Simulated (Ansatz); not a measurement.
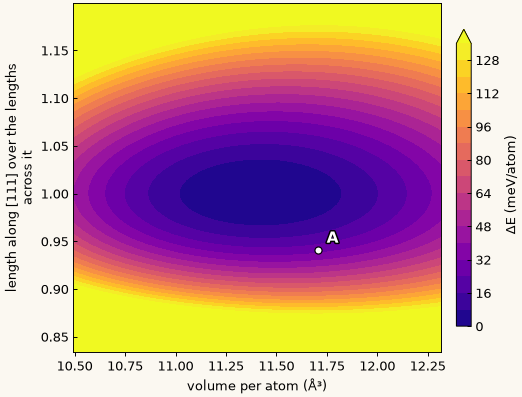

AlNi₃ (Fm-3m, No. 225; 4 atoms in the cell). The energy is mapped over volume and the cell's shape. First axis: volume per atom. Second axis: length along [111] over the lengths across it, relative to the cubic cell. Nothing is relaxed (fractional coordinates fixed). The grid has 7 × 7 points. Points are written as (first, second). Energies: meV/atom, counted from the lowest grid point. The runs have no spin polarisation; a magnetic state may lie lower. Level of theory: DFT PBE, scalar-relativistic, plane waves, PAW in Ansatz 0.2.0. Settings: cutoff 520 eV, k-mesh 14×14×14, gaussian smearing 0.15 eV, no spin polarisation.

In the figure: filled contours, one colour for all values above the top of the scale, the point A. Between grid points the surface is interpolated.

Q: Is A at rest? If not, where is it pushed?

A: A, at (11.708 Å³, 0.941), is not a stationary point. The computed force is 22 meV/atom for each Å³ towards smaller values of volume per atom and 890 meV/atom for each unit towards larger values of the second coordinate.

PAW datasets: the set soft_1.
